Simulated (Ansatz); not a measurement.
## Geometry relaxation, with input and output: MnS (part 1 of 2)

- system: MnS (P6₃mc, 4 atoms in the cell)
- method: DFT PBEsol, scalar-relativistic, plane waves, PAW, spin-polarised (Ansatz 0.2.0)

The structure derives from an entry of the Crystallography Open Database. It belongs to a series of runs on one base structure; here: volume × 0.94, shape and atoms relaxed. Figures and captions count atoms from 1; the log counts them from 0 in places.

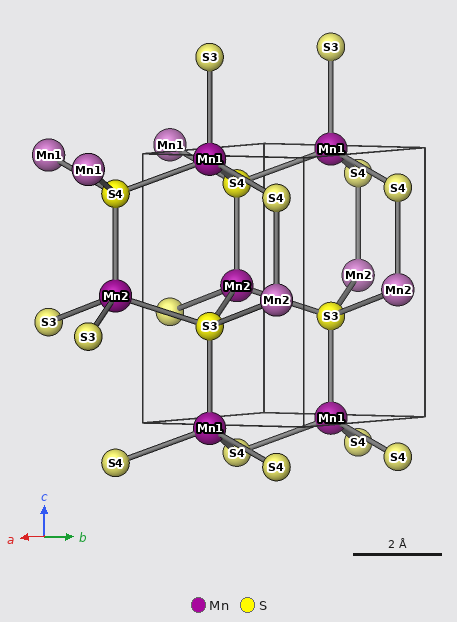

*The starting structure (ball-and-stick view of the cell of the calculation, repeated 2 × 1 × 1, seen at an oblique angle; neighbours outside the cell are drawn fainter; atoms are numbered from 1 in the order of the input). An atom can appear more than once, as a periodic image.*

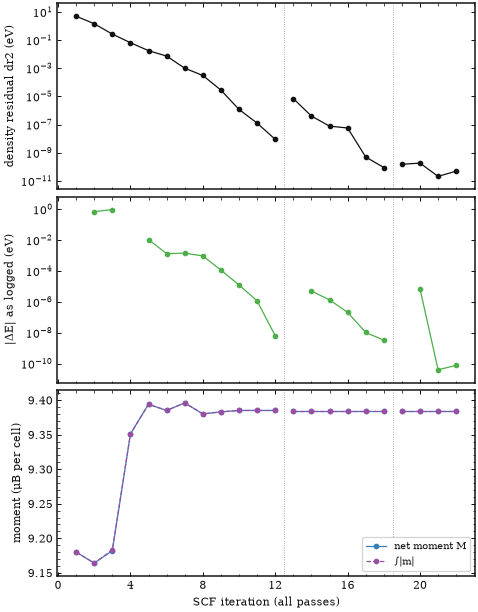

*Convergence of the self-consistent field: density residual dr2, size of the energy change and magnetic moment against the SCF iteration. The dotted lines part the SCF passes of the relaxation: geometry steps, rejected trials and re-solves on a re-selected basis.*

The passes take 12, 6 and 4 iterations. The net moment goes from 9.2 to 9.4 μB per cell.

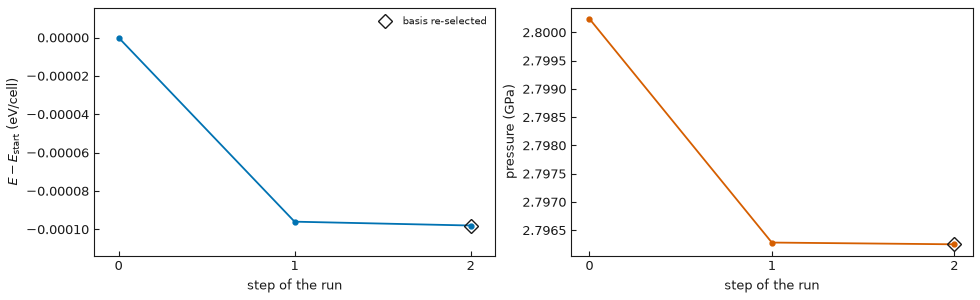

*Progress of the relaxation, step by step (the first geometry is step 0 here and step 1 in the log).*

No atom moves by more than 0.005 Å relative to the cell. The space group stays P6_3mc (No. 186). Over 1 geometry step the energy falls by 0.1 meV per cell of the calculation. Largest force component: 0.0027 eV/Å at the start, 0.0048 eV/Å at the end. The pressure goes from 2.80 to 2.80 GPa. A last SCF at the same geometry on a re-selected plane-wave basis shifts the energy by next to nothing (0.0 meV per cell of the calculation). (Atoms are counted from 1 in the order of the input.)

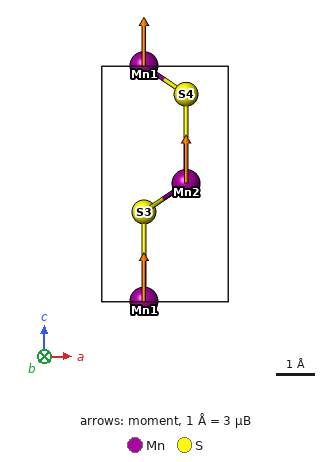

*Magnetic moments of the sites as orange arrows (ball-and-stick view of the cell of the calculation, along the b axis; atoms are numbered from 1 in the order of the input); small moments hardly show. The run is collinear, so the axis drawn is arbitrary.*

Site moments: Mn1, Mn2 (3.90 μB); S3, S4 (0.11 μB). They are counted near the atoms and needn't add up to the moment of the cell.

The input that produced these results follows, with the program's output.

The input:
```yaml
crystal:
  lattice:
    - [3.8522960427, 0.0, 0.0]
    - [-1.9261480214, 3.3361862359, 0.0]
    - [0.0, 0.0, 6.2062630627]
  atoms:
    - { symbol: Mn, position: [0.3333333333, 0.6666666667, 0.0027944063], spin: 4.49 }
    - { symbol: Mn, position: [0.6666666667, 0.3333333333, 0.5027944063], spin: 4.49 }
    - { symbol: S, position: [0.3333333333, 0.6666666667, 0.3822055937], spin: 0.14 }
    - { symbol: S, position: [0.6666666667, 0.3333333333, 0.8822055937], spin: 0.14 }
basis:
  ecutwfc: 420
kpoints:
  mp_grid: { grid: [12, 12, 8] }
hamiltonian:
  xc: pbesol
scf:
  occupations: { method: gaussian, width: 0.1 }
output:
  forces: true
  stress: true
  eigenvalues: true
  populations: true
magnetization:
  spin_polarized: true
relax:
  adjacent_minimum: "off"
  f_tol: 0.01
  max_steps: 30
  cell: { stress_tol: 0.1, fix: [volume] }
```

Launched with:
```bash
ansatz run input.yaml --threads 1 --pin off --max-ram 2560MiB --backend cpu --events-out ev --progress --plain --runs-dir out
```

What the program printed:
```
Engine: ansatz 0.2.0, x86_64-unknown-linux-gnu
Pseudopotentials: kind: paw
Pseudopotential: Mn, paw, valence charge 15, recommended cutoff 420 eV (normal), Mn.paw.azcp
Pseudopotential: S, paw, valence charge 6, recommended cutoff 420 eV (normal), S.paw.azcp
Functional definition: PBEsol
  exchange = pbesol_x
  correlation = pbesol_c
Crystal: 4 atoms, lattice volume = 79.763 Å³
Basis set: ecut = 420 eV, 1557 PW (Γ), exchange–correlation on 54×54×90 points (8 copies of the dense FFT grid, shifted against one another)
Bands: 31, of which v1, the nominal top of the filled ones, is band 21 counted from 1 (20 counted from 0)
Symmetry: 12 space group operations
Space group: P63mc (ITA 186), of the structure as read, at distance tolerance 4.3e-5 Å
Magnetic group: BNS 186.203 (UNI 1433), of the structure as read, at distance tolerance 4.3e-5 Å
k-points: 95 of 1152 (time reversal used)
Non-local potential: Mn, projectors of the file, l = 0: 3, l = 1: 2, l = 2: 3, l = 3: 1
Non-local potential: S, projectors of the file, l = 0: 2, l = 1: 2, l = 2: 2
PAW form: soft (Blöchl's): semilocal exchange-correlation on the pseudo side does not see the compensation charge
PAW frozen core: Mn, regenerated for the run's functional, and the local potential with it (the file was generated under x = pbe(κ = 0.804, μ = 0.2195149727645171), c = pbe(β = 0.06672455060314922))
PAW frozen core: S, regenerated for the run's functional, and the local potential with it (the file was generated under x = pbe(κ = 0.804, μ = 0.2195149727645171), c = pbe(β = 0.06672455060314922))
PAW one-centre angular grid: Mn, 590 points (default); XC on 64 Gauss nodes
PAW one-centre angular grid: S, 110 points (default); XC on 64 Gauss nodes
Initial density: superposition of atomic densities (chi_scale 0.1, normalization cell, long waves kept (reshape's long-wave potential 0.00 eV rms))
Starting moments: Σ|m| = 9.26 μB on 4 of 4 sites
Initial wavefunctions: pseudopotential atomic-orbital guess
Functional: x = pbesol(κ = 0.804, μ = 0.12345679012345678), c = pbesol(β = 0.046)
SCF iter   1: F=—  HF=-9506.650311 eV  |F-HF|=—  |Δ(HF+E_count)|=         —  Δρ=4.59e-2 (↑4.59e-2 ↓3.50e-2)  dr2=5.02e0  dr2_m=6.10e-2  M=9.180 μB ∫|m|=9.180 μB  β_m=0.30  ethr=3.10e-3  ⟨swp⟩=5.6  Hψ=22872  notcnv=0
Mixer restart at iter 1: flushing history
preconditioner: auto → Kerker (q_TF=auto, 2.452 Å⁻¹)  [metal: Δε(μ)=0.001 eV  Ē_g=8.360 eV  σ=0.100 eV  W_gap=0.00  n_scr=22 (ndim 8)  ℏωp=21.2 eV  f_vac=0.000  D(μ)=3.09/eV (n_scr^D=22)]
spin=Collinear: Kerker preconditioning applied to the charge; magnetization (m = ρ↑ − ρ↓) channel mixes plain (no charge-response kernel on spin).
SCF iter   2: F=—  HF=-9507.343966 eV  |F-HF|=—  |Δ(HF+E_count)|=   6.94e-1  Δρ=2.16e-2 (↑1.68e-2 ↓2.16e-2)  dr2=1.45e0  dr2_m=1.27e-2  M=9.164 μB ∫|m|=9.164 μB  β_m=0.41  ethr=3.10e-3  ⟨swp⟩=3.0  Hψ=12055  notcnv=0  defer=560
SCF iter   3: F=—  HF=-9508.304057 eV  |F-HF|=—  |Δ(HF+E_count)|=   9.60e-1  Δρ=9.95e-3 (↑7.46e-3 ↓9.95e-3)  dr2=2.67e-1  dr2_m=1.46e-2  M=9.182 μB ∫|m|=9.183 μB  β_m=0.69  ethr=3.10e-3  ⟨swp⟩=2.0  Hψ=8382  notcnv=0  defer=558
SCF iter   4: F=—  HF=-9508.598192 eV  |F-HF|=—  |Δ(HF+E_count)|=         —  Δρ=5.81e-3 (↑3.22e-3 ↓5.81e-3)  dr2=6.52e-2  dr2_m=4.35e-3  M=9.351 μB ∫|m|=9.351 μB  β_m=0.69  ethr=6.35e-4  ⟨swp⟩=2.1  Hψ=9812  notcnv=0  defer=555
Mixer restart at iter 4: flushing history
SCF iter   5: F=—  HF=-9508.609050 eV  |F-HF|=—  |Δ(HF+E_count)|=   1.09e-2  Δρ=3.27e-3 (↑3.27e-3 ↓2.90e-3)  dr2=1.78e-2  dr2_m=4.93e-3  M=9.394 μB ∫|m|=9.394 μB  β_m=0.85  ethr=1.55e-4  ⟨swp⟩=2.3  Hψ=9422  notcnv=0  defer=555
SCF iter   6: F=—  HF=-9508.610378 eV  |F-HF|=—  |Δ(HF+E_count)|=   1.33e-3  Δρ=2.64e-3 (↑2.64e-3 ↓1.01e-3)  dr2=7.32e-3  dr2_m=7.48e-4  M=9.385 μB ∫|m|=9.385 μB  β_m=0.74  ethr=4.23e-5  ⟨swp⟩=2.4  Hψ=9909  notcnv=0  defer=555
SCF iter   7: F=—  HF=-9508.608955 eV  |F-HF|=—  |Δ(HF+E_count)|=   1.42e-3  Δρ=7.23e-4 (↑3.89e-4 ↓7.23e-4)  dr2=1.01e-3  dr2_m=7.44e-5  M=9.396 μB ∫|m|=9.396 μB  β_m=0.87  ethr=1.74e-5  ⟨swp⟩=2.1  Hψ=10197  notcnv=0  defer=555
SCF iter   8: F=—  HF=-9508.609906 eV  |F-HF|=—  |Δ(HF+E_count)|=   9.51e-4  Δρ=4.98e-4 (↑4.98e-4 ↓2.47e-4)  dr2=3.08e-4  dr2_m=1.53e-5  M=9.380 μB ∫|m|=9.380 μB  β_m=0.93  ethr=2.40e-6  ⟨swp⟩=2.1  Hψ=8359  notcnv=0  defer=547
SCF iter   9: F=—  HF=-9508.610021 eV  |F-HF|=—  |Δ(HF+E_count)|=   1.14e-4  Δρ=1.04e-4 (↑1.04e-4 ↓9.90e-5)  dr2=2.81e-5  dr2_m=1.87e-7  M=9.383 μB ∫|m|=9.383 μB  β_m=0.97  ethr=7.33e-7  ⟨swp⟩=2.3  Hψ=8802  notcnv=0  defer=546
SCF iter  10: F=—  HF=-9508.610033 eV  |F-HF|=—  |Δ(HF+E_count)|=   1.24e-5  Δρ=2.57e-5 (↑2.57e-5 ↓1.79e-5)  dr2=1.19e-6  dr2_m=1.98e-7  M=9.385 μB ∫|m|=9.385 μB  β_m=0.98  ethr=6.69e-8  ⟨swp⟩=2.6  Hψ=9633  notcnv=0  defer=546
SCF iter  11: F=—  HF=-9508.610034 eV  |F-HF|=—  |Δ(HF+E_count)|=   1.15e-6  Δρ=6.09e-6 (↑6.09e-6 ↓5.89e-6)  dr2=1.27e-7  dr2_m=4.72e-10  M=9.385 μB ∫|m|=9.385 μB  β_m=0.99  ethr=2.83e-9  ⟨swp⟩=2.0  Hψ=8277  notcnv=0  defer=546
SCF iter  12: F=-9508.610034 eV  HF=-9508.610034 eV  |F-HF|=1.88e-9  |Δ(HF+E_count)|=   6.37e-9  Δρ=3.03e-6 (↑2.93e-6 ↓3.03e-6)  dr2=8.94e-9  dr2_m=5.17e-9  M=9.385 μB ∫|m|=9.385 μB  ethr=2.38e-10  ⟨swp⟩=7.9  Hψ=27392  notcnv=0
SCF 1 converged in 12 iterations: F = -9508.610034 eV  dr2 = 8.94e-9
  greatest PAW one-centre occupation: 1.003 electrons in one spin orbital (limit 2), on the Mn atom at site 0 (counted from 0), in its partial waves of l = 1
relax step   1: F+E_penalty+E_count = -9508.61003411 eV  Δ(F+E_penalty+E_count) = +0.000e0 eV  max|allowed force component| = 2.716e-3 eV/Å  Δτ_max = 0.0000 Å  P = +2.800 GPa  Ω = 79.763 Å³  fix = [volume]  reactions: volume +2.800 GPa  (12 SCF iters, dr2 threshold 1.00e-7 eV, accepted)
Initial density: handed on by an earlier stage of this run
Starting moments: Σ|m| = 9.26 μB on 4 of 4 sites; this step starts from the density that it was given
Initial wavefunctions: those handed on with the density
iter 1 solved again at ethr=1.89e-8 eV; its pass at ethr=3.10e-3 eV (dr2=7.96e-6 eV) is discarded
SCF iter   1: F=—  HF=-9508.610124 eV  |F-HF|=—  |Δ(HF+E_count)|=         —  Δρ=1.48e-4 (↑7.10e-5 ↓1.48e-4)  dr2=7.01e-6  dr2_m=6.85e-6  M=9.384 μB ∫|m|=9.384 μB  β_m=0.65  ethr=1.89e-8  ⟨swp⟩=3.0  Hψ=29850  notcnv=0
preconditioner: auto → none  [metal: Δε(μ)=0.013 eV  Ē_g=8.516 eV  σ=0.100 eV  W_gap=0.07  n_scr=2 (ndim 8)  ℏωp=21.2 eV  f_vac=0.028  D(μ)=2.69/eV (n_scr^D=22)]
SCF iter   2: F=—  HF=-9508.610129 eV  |F-HF|=—  |Δ(HF+E_count)|=   5.07e-6  Δρ=4.44e-5 (↑3.41e-5 ↓4.44e-5)  dr2=4.04e-7  dr2_m=9.11e-7  M=9.384 μB ∫|m|=9.384 μB  β_m=0.55  ethr=1.67e-8  ⟨swp⟩=2.4  Hψ=9392  notcnv=0
SCF iter   3: F=—  HF=-9508.610130 eV  |F-HF|=—  |Δ(HF+E_count)|=   1.34e-6  Δρ=1.73e-5 (↑1.73e-5 ↓1.48e-5)  dr2=7.77e-8  dr2_m=1.51e-7  M=9.384 μB ∫|m|=9.384 μB  β_m=0.62  ethr=9.61e-10  ⟨swp⟩=2.0  Hψ=9398  notcnv=0
SCF iter   4: F=—  HF=-9508.610130 eV  |F-HF|=—  |Δ(HF+E_count)|=   2.10e-7  Δρ=8.92e-6 (↑8.92e-6 ↓3.05e-6)  dr2=5.71e-8  dr2_m=1.38e-8  M=9.384 μB ∫|m|=9.384 μB  β_m=0.52  ethr=1.85e-10  ⟨swp⟩=2.0  Hψ=9945  notcnv=0
SCF iter   5: F=—  HF=-9508.610130 eV  |F-HF|=—  |Δ(HF+E_count)|=   1.04e-8  Δρ=1.48e-6 (↑1.48e-6 ↓1.32e-6)  dr2=4.99e-10  dr2_m=1.20e-9  M=9.384 μB ∫|m|=9.384 μB  β_m=0.66  ethr=1.36e-10  ⟨swp⟩=2.1  Hψ=9370  notcnv=0
SCF iter   6: F=-9508.610130 eV  HF=-9508.610130 eV  |F-HF|=1.40e-10  |Δ(HF+E_count)|=   3.31e-9  Δρ=4.48e-7 (↑3.34e-7 ↓4.48e-7)  dr2=8.90e-11  dr2_m=9.40e-11  M=9.384 μB ∫|m|=9.384 μB  ethr=1.19e-12  ⟨swp⟩=1.2  Hψ=16483  notcnv=0
SCF 2 converged in 6 iterations: F = -9508.610130 eV  dr2 = 8.90e-11
  greatest PAW one-centre occupation: 1.003 electrons in one spin orbital (limit 2), on the Mn atom at site 1 (counted from 0), in its partial waves of l = 1
```
